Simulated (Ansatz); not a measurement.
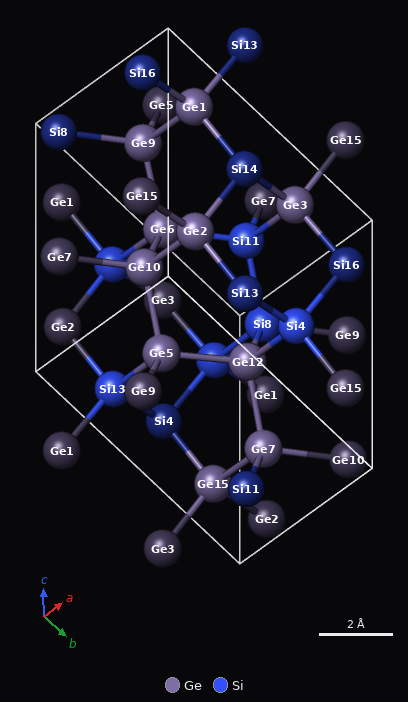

The input geometry of run A (ball-and-stick view of the cell of the calculation, seen at an oblique angle; neighbours outside the cell are drawn fainter; atoms are numbered from 1 in the order of the input).

## What a change does: single-point calculation on Ge₅Si₃

System: Ge₅Si₃ (16 atoms in the cell).
Method of run A: DFT PBEsol, scalar-relativistic, plane waves, PAW, no spin polarisation (Ansatz 0.2.0).

The structure was built on a prototype by a generator; it need not be a known phase. Text and figures count atoms from 1; the logs count them from 0 in places.

### Input, run A
```yaml
crystal:
  lattice:
    - [-2.41754e-05, -0.0006958631, -6.4824698972]
    - [-3.924525823, -6.7967037086, -0.0007447391]
    - [-3.9246155911, 6.7967555363, 0.0007154505]
  atoms:
    - { symbol: Ge, position: [0.941444088, 0.165130271, 0.8325315963] }
    - { symbol: Ge, position: [0.9406305792, 0.1711199205, 0.3356635749] }
    - { symbol: Ge, position: [0.9332313024, 0.6651267641, 0.8278794806] }
    - { symbol: Si, position: [0.9418063868, 0.6653778249, 0.3369264615] }
    - { symbol: Ge, position: [0.4323085251, 0.3348722058, 0.166869893] }
    - { symbol: Ge, position: [0.4322939269, 0.3381291947, 0.669458153] }
    - { symbol: Ge, position: [0.4406151798, 0.8299002234, 0.1626780578] }
    - { symbol: Si, position: [0.4340127902, 0.83067929, 0.6676566151] }
    - { symbol: Ge, position: [0.56111083, 0.1618851507, 0.8308460286] }
    - { symbol: Ge, position: [0.5619730435, 0.1677692438, 0.3339053273] }
    - { symbol: Si, position: [0.560621402, 0.6684149891, 0.8299590324] }
    - { symbol: Ge, position: [0.5691746861, 0.6684488345, 0.3390019391] }
    - { symbol: Si, position: [0.0608354985, 0.3377613424, 0.1685127731] }
    - { symbol: Si, position: [0.0608302389, 0.3347413519, 0.6678278699] }
    - { symbol: Ge, position: [0.061376336, 0.8300504631, 0.167235731] }
    - { symbol: Si, position: [0.0677351865, 0.83059293, 0.6630474665] }
basis:
  ecutwfc: 420
kpoints:
  mp_grid: { grid: [2, 2, 2] }
  band_path:
    path: [[0.0, 0.0, 0.0], [0.385417, -0.013021, 0.015625]]
    npoints: 1
hamiltonian:
  xc: pbesol
scf:
  occupations: { method: gaussian, width: 0.01 }
  n_extra_bands: 11
output:
  forces: true
  stress: true
  eigenvalues: true
```

Launched with:
```bash
ansatz run input.yaml --threads 4 --pin off --max-ram 10240MiB --backend cpu --events-out ev --progress --plain --runs-dir out
```

Hardware: 4 threads of Intel Xeon @ 2.70GHz, 189 GiB of memory available, shared host.

### Output, shortened to warnings, some set-up lines, iterations and results (run A)
```
Basis set: ecut = 420 eV, 6755 PW (Γ), exchange–correlation on 90×108×108 points (8 copies of the dense FFT grid, shifted against one another)
Symmetry: 1 space group operations
k-points: 8
Initial density: superposition of atomic densities (neutral atoms: chi_scale 0, normalization atom), corrected by the library's trained network
[...]
SCF iter   1: F=—  HF=-46262.691860 eV  |F-HF|=—  |Δ(HF+E_count)|=         —  Δρ=2.79e-3  dr2=2.64e-2  ethr=1.77e-3  ⟨swp⟩=6.4  Hψ=2860  notcnv=0  defer=3
SCF iter   2: F=—  HF=-46262.678936 eV  |F-HF|=—  |Δ(HF+E_count)|=   1.29e-2  Δρ=1.55e-3  dr2=6.95e-3  ethr=1.61e-5  ⟨swp⟩=2.8  Hψ=1380  notcnv=0  defer=34
SCF iter   3: F=—  HF=-46262.678079 eV  |F-HF|=—  |Δ(HF+E_count)|=   8.57e-4  Δρ=4.31e-4  dr2=6.80e-4  ethr=4.24e-6  ⟨swp⟩=2.0  Hψ=1420  notcnv=0  defer=34
SCF iter   4: F=—  HF=-46262.677603 eV  |F-HF|=—  |Δ(HF+E_count)|=   4.76e-4  Δρ=1.26e-4  dr2=4.87e-5  ethr=4.15e-7  ⟨swp⟩=2.0  Hψ=1366  notcnv=0  defer=34
SCF iter   5: F=—  HF=-46262.677622 eV  |F-HF|=—  |Δ(HF+E_count)|=   1.90e-5  Δρ=3.01e-5  dr2=4.14e-6  ethr=2.97e-8  ⟨swp⟩=3.0  Hψ=1501  notcnv=0  defer=34
SCF iter   6: F=—  HF=-46262.677624 eV  |F-HF|=—  |Δ(HF+E_count)|=   2.01e-6  Δρ=1.16e-5  dr2=5.88e-7  ethr=2.52e-9  ⟨swp⟩=2.0  Hψ=1366  notcnv=0  defer=34
SCF iter   7: F=-46262.677624 eV  HF=-46262.677624 eV  |F-HF|=8.62e-8  |Δ(HF+E_count)|=   1.30e-7  Δρ=4.16e-6  dr2=8.32e-8  ethr=6.10e-11  ⟨swp⟩=11.1  Hψ=3484  notcnv=0
SCF 1 converged in 7 iterations: F = -46262.677624 eV  dr2 = 8.32e-8
NSCF: frozen V_eff on 2 k-points
SCF converged after 7 iterations
Free energy (F): -46262.677624 eV
Harris-Foulkes:  -46262.677624 eV  (|F-HF|=8.62e-8)
Internal energy: -46262.677624 eV  (E = F + TS)
E sigma→0 (E₀):  -46262.677624 eV
Fermi energy:    7.966954 eV
--- Per-component energies (eV) ---
  E_band       = -1532.330103
  E_kinetic    = 1359.495580
  E_local      = -27488.466176  (includes V_loc(G=0)·N_el)
  E_nonlocal   = 4361.901762
  E_hartree    = 12160.748948
  E_xc         = -1077.680354
  E_vxc        = -928.489865  (∫ρ·V_xc dr)
  E_paw        = -22790.212955  (= ΣΔE_a)
  E_vpaw       = -3158.275098  (= ΣTr[D̂ρ^β])
  E_aug_tail   = 0.003112  (compensation charges beyond the density's cutoff)
  E_ewald      = -12797.836267
  E_core_change = 9.368726  (= ΣΔE_core)
  E_smearing   = -0.000000  (= −TS)
  E_closure    = -0.000000  (closes the sum)
  Σ components = -46262.677624   (vs F -46262.677624, Δ=0.00e0)
--- Forces (eV/Å), atoms counted from 1 ---
  atom   1  Ge    -0.00604584    -0.02873001    -0.04610869
  atom   2  Ge    -0.04431222     0.06088155    -0.07420484
  atom   3  Ge     0.04838830     0.05770586    -0.03274299
  atom   4  Si     0.01570069    -0.03818487    -0.02949327
  atom   5  Ge     0.05695084     0.03304627    -0.01832374
  atom   6  Ge     0.00816078    -0.04348568    -0.03388908
  atom   7  Ge    -0.02790817    -0.04834981    -0.05645807
  atom   8  Si    -0.04798429     0.00197810    -0.00948832
  atom   9  Ge    -0.02401973     0.03591254     0.03565524
  atom  10  Ge     0.05963791    -0.01490652     0.04907643
  atom  11  Si    -0.05031240     0.01996502     0.03748388
  atom  12  Ge     0.00731108     0.03947809     0.02531976
  atom  13  Si    -0.04675912    -0.03161686     0.05581125
  atom  14  Si     0.01877765    -0.00640271     0.03248165
  atom  15  Ge    -0.01283027     0.00239023     0.05755284
  atom  16  Si     0.04523239    -0.03968291     0.00732998
  max |Σ_I F_I| component: 1.24e-5 eV/Å
--- Stress (GPa, compression-positive) ---
        0.759476       0.000127      -0.002377
        0.000127       0.670925      -0.026855
       -0.002377      -0.026855      -1.077987
  P = ⅓ Tr σ = 0.1175 GPa (1.175 kbar)
```

For run B the input was changed thus:
```diff
-  mp_grid: { grid: [2, 2, 2] }
-  band_path:
-    path: [[0.0, 0.0, 0.0], [0.385417, -0.013021, 0.015625]]
-    npoints: 1
+  mp_grid: { grid: [6, 6, 6] }
+  band_path: { path: [VBM, CBM], npoints: 2 }
-  n_extra_bands: 11
```

What does this change do to the results?

The free energy of run B is 54.1 meV per atom lower, which comes mainly from the change of mesh; a solver setting shouldn't move a converged energy. The largest force goes from 0.106 to 0.001 eV/Å. The number of SCF iterations is the same. The irreducible k-points go from 8 to 112. On the same kind of shared host run B took about 50 times as long.

### Output, shortened to warnings, some set-up lines, iterations and results (run B)
```
Basis set: ecut = 420 eV, 6755 PW (Γ), exchange–correlation on 90×108×108 points (8 copies of the dense FFT grid, shifted against one another)
Symmetry: 1 space group operations
k-points: 112 of 216 (time reversal used)
Initial density: superposition of atomic densities (neutral atoms: chi_scale 0, normalization atom), corrected by the library's trained network
[...]
SCF iter   1: F=—  HF=-46263.557171 eV  |F-HF|=—  |Δ(HF+E_count)|=         —  Δρ=2.45e-3  dr2=2.67e-2  ethr=1.77e-3  ⟨swp⟩=6.2  Hψ=41938  notcnv=0  defer=200
SCF iter   2: F=—  HF=-46263.544792 eV  |F-HF|=—  |Δ(HF+E_count)|=   1.24e-2  Δρ=1.38e-3  dr2=7.40e-3  ethr=1.63e-5  ⟨swp⟩=2.6  Hψ=16014  notcnv=0  defer=1231
SCF iter   3: F=—  HF=-46263.544099 eV  |F-HF|=—  |Δ(HF+E_count)|=   6.92e-4  Δρ=4.20e-4  dr2=8.00e-4  ethr=4.51e-6  ⟨swp⟩=2.0  Hψ=19714  notcnv=0  defer=1231
SCF iter   4: F=—  HF=-46263.543655 eV  |F-HF|=—  |Δ(HF+E_count)|=   4.45e-4  Δρ=1.23e-4  dr2=7.82e-5  ethr=4.88e-7  ⟨swp⟩=2.0  Hψ=19080  notcnv=0  defer=1231
SCF iter   5: F=—  HF=-46263.543681 eV  |F-HF|=—  |Δ(HF+E_count)|=   2.68e-5  Δρ=4.15e-5  dr2=7.08e-6  ethr=4.77e-8  ⟨swp⟩=2.0  Hψ=13343  notcnv=0  defer=1231
SCF iter   6: F=—  HF=-46263.543689 eV  |F-HF|=—  |Δ(HF+E_count)|=   7.38e-6  Δρ=1.17e-5  dr2=5.64e-7  ethr=4.32e-9  ⟨swp⟩=2.0  Hψ=18293  notcnv=0  defer=1231
SCF iter   7: F=-46263.543689 eV  HF=-46263.543689 eV  |F-HF|=6.82e-8  |Δ(HF+E_count)|=   1.77e-7  Δρ=4.57e-6  dr2=9.21e-8  ethr=6.10e-11  ⟨swp⟩=10.1  Hψ=53848  notcnv=0
SCF 1 converged in 7 iterations: F = -46263.543689 eV  dr2 = 9.21e-8
NSCF: frozen V_eff on 112 k-points
NSCF: frozen V_eff on 112 k-points
NSCF: frozen V_eff on 112 k-points
NSCF: frozen V_eff on 112 k-points
NSCF: frozen V_eff on 112 k-points
NSCF: frozen V_eff on 27 k-points
NSCF: frozen V_eff on 10 k-points
NSCF: frozen V_eff on 21 k-points
NSCF: frozen V_eff on 13 k-points
NSCF: frozen V_eff on 21 k-points
NSCF: frozen V_eff on 15 k-points
NSCF: frozen V_eff on 14 k-points
NSCF: frozen V_eff on 6 k-points
NSCF: frozen V_eff on 14 k-points
NSCF: frozen V_eff on 8 k-points
NSCF: frozen V_eff on 18 k-points
NSCF: frozen V_eff on 8 k-points
NSCF: frozen V_eff on 3 k-points
SCF converged after 7 iterations
Free energy (F): -46263.543689 eV
Harris-Foulkes:  -46263.543689 eV  (|F-HF|=6.82e-8)
Internal energy: -46263.543689 eV  (E = F + TS)
E sigma→0 (E₀):  -46263.543689 eV
Fermi energy:    7.938385 eV
--- Per-component energies (eV) ---
  E_band       = -1536.537646
  E_kinetic    = 1357.449897
  E_local      = -27482.667979  (includes V_loc(G=0)·N_el)
  E_nonlocal   = 4360.341305
  E_hartree    = 12155.428072
  E_xc         = -1077.830898
  E_vxc        = -928.555469  (∫ρ·V_xc dr)
  E_paw        = -22787.799657  (= ΣΔE_a)
  E_vpaw       = -3153.968549  (= ΣTr[D̂ρ^β])
  E_aug_tail   = 0.003112  (compensation charges beyond the density's cutoff)
  E_ewald      = -12797.836267
  E_core_change = 9.368726  (= ΣΔE_core)
  E_smearing   = -0.000000  (= −TS)
  E_closure    = -0.000000  (closes the sum)
  Σ components = -46263.543689   (vs F -46263.543689, Δ=0.00e0)
--- Forces (eV/Å), atoms counted from 1 ---
  atom   1  Ge    -0.00002469     0.00040275     0.00014797
  atom   2  Ge    -0.00009021    -0.00002591     0.00010223
  atom   3  Ge     0.00018136    -0.00025833     0.00015911
  atom   4  Si     0.00015762    -0.00038342     0.00022290
  atom   5  Ge     0.00018436    -0.00000243     0.00011210
  atom   6  Ge    -0.00006739    -0.00027712     0.00004470
  atom   7  Ge    -0.00022432     0.00048665     0.00002272
  atom   8  Si    -0.00003444     0.00006644     0.00014507
  atom   9  Ge     0.00005449    -0.00044992    -0.00025259
  atom  10  Ge     0.00016652    -0.00024237    -0.00013629
  atom  11  Si    -0.00014278     0.00029524    -0.00016549
  atom  12  Ge    -0.00018582     0.00027238    -0.00013715
  atom  13  Si    -0.00000378     0.00029169    -0.00004197
  atom  14  Si     0.00006180     0.00015881    -0.00013558
  atom  15  Ge     0.00015266    -0.00022473    -0.00008329
  atom  16  Si    -0.00020217    -0.00011223     0.00000712
  max |Σ_I F_I| component: 1.68e-5 eV/Å
--- Stress (GPa, compression-positive) ---
        0.000072       0.000117      -0.000090
        0.000117       0.001208      -0.000295
       -0.000089      -0.000295      -0.001535
[...]
```

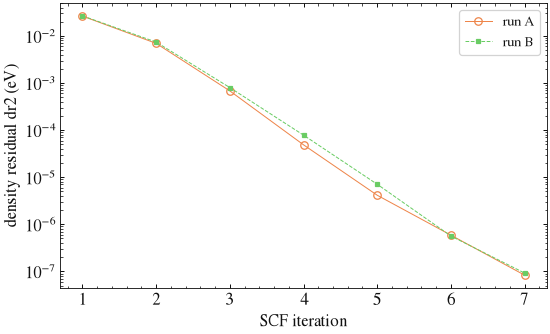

Convergence of the two runs: density residual dr2 against the SCF iteration. Run A takes 7 iterations in all, and run B takes 7.

### The two runs side by side

```csv
quantity,run A,run B
outcome,converged,converged
free energy per atom (eV),−2891.4174,−2891.4715
gap on the mesh (eV),0.12,0.10
pressure (GPa),0.12,0.00
largest force (eV/Å),0.106,0.001
SCF iterations,7,7
irreducible k-points,8,112
plane waves at Γ,6755,6755
wall time (shared host),9.1 s,7.5 min
```

For run A: The k-point mesh is coarse for a cell of this size, so the results may not be converged.
